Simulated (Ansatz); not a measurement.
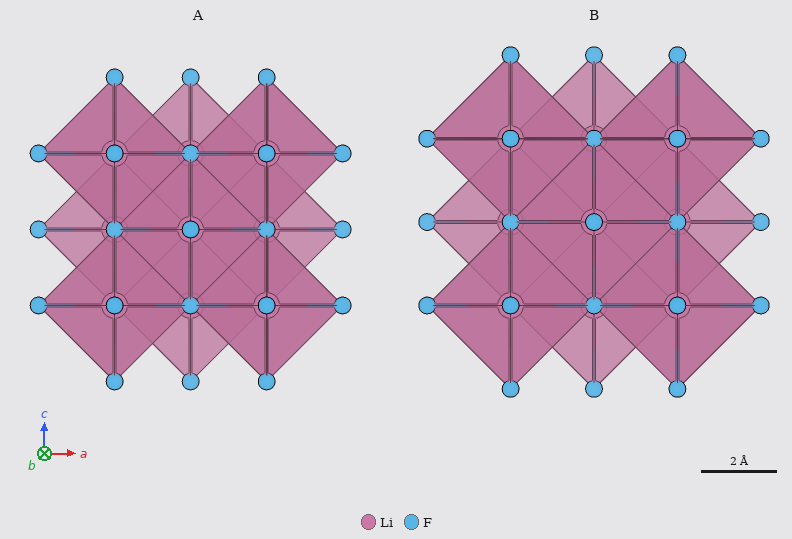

Two geometries of a crystal of LiF (a generated structure, set up in Fm-3m), drawn at one scale. One is the start of a relaxation, the other its converged end. A polyhedral model of the conventional cell (4 times the calculation's cell), seen along the b axis. Lengths and directions refer to the drawn axes.

These are results of DFT, PBE, PAW with Ansatz's default frozen-core files, scalar-relativistic in Ansatz, not measurements. Settings: plane-wave cutoff 420 eV; k-point mesh 14 × 14 × 14; occupations fermi dirac; smearing width 0.03 eV; no spin polarisation; cell and atoms relaxed; force threshold 0.005 eV/Å; at most 80 steps.

**Which of the two is the end point?**

Structure A is the relaxed one. Case: cell and atoms relaxed from a first guess. The atoms keep their places relative to the cell (all moves are under 0.005 Å). The drawn cell changes as follows: a = b = c 4.465 → 4.068 Å (−8.9 %); the volume changes by −24.3 %. Among the contacts that change: F–Li 2.232 → 2.034 Å. The space group stays Fm-3m (No. 225). The energy falls by 113 meV per atom in 7 accepted moves (10 points after the start). All forces vanish by symmetry, so only the cell relaxes. The pressure goes from −10.53 to 0.00 GPa. At 3 points the geometry stayed and the basis and grid were re-selected for the new cell (energy shift of 2.0 meV per atom at most each time).
